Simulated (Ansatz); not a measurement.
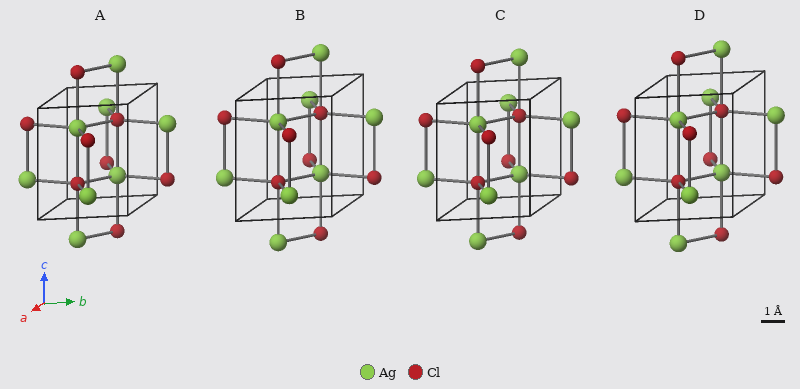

4 geometries from one relaxation of solid AgCl (built on the h-MgO (five-fold) type), in shuffled order. Style: ball-and-stick. Shown: the cell of the calculation, slightly off an axis.

Theory: DFT, PBEsol, plane waves, PAW in Ansatz 0.2.0. Settings: plane-wave cutoff 420 eV; k-point mesh 6 × 6 × 4; occupations fermi dirac; smearing width 0.03 eV; no spin polarisation; cell and atoms relaxed; force threshold 0.01 eV/Å; at most 120 steps.

**Order the frames from highest to lowest energy.**

A, C, B, D. They are steps 0, 1, 2, 8, at +1.243 eV per cell of the calculation, +0.315 eV per cell of the calculation, +47.2 meV per cell of the calculation relative to the last. The atoms keep their places relative to the cell (all moves are under 0.005 Å). The volume changes by +30.5 %, with a = b 4.083 → 4.429 Å (+8.5 %), c 5.103 → 5.659 Å (+10.9 %). Some distances before and after: Ag–Cl 2.552 → 2.830 Å, Ag–Cl 2.357 → 2.557 Å. The space group stays P6_3/mmc (No. 194). After 6 accepted moves (8 points after the start) the energy has fallen by 1.243 eV per cell of the calculation. All forces vanish by symmetry, so only the cell relaxes. Pressure: 23.35 GPa at the start and 0.01 GPa at the end. The SCF was repeated twice at an unchanged geometry on a basis and grid sized afresh for the cell, which shifted the energy by 7.9 meV per cell of the calculation at most. Cost: 18 s on 2 threads of Intel(R) Xeon(R) Platinum 8259CL CPU @ 2.50GHz (Skylake/Cascade Lake), with other jobs on the host, peak memory 0.47 GiB.
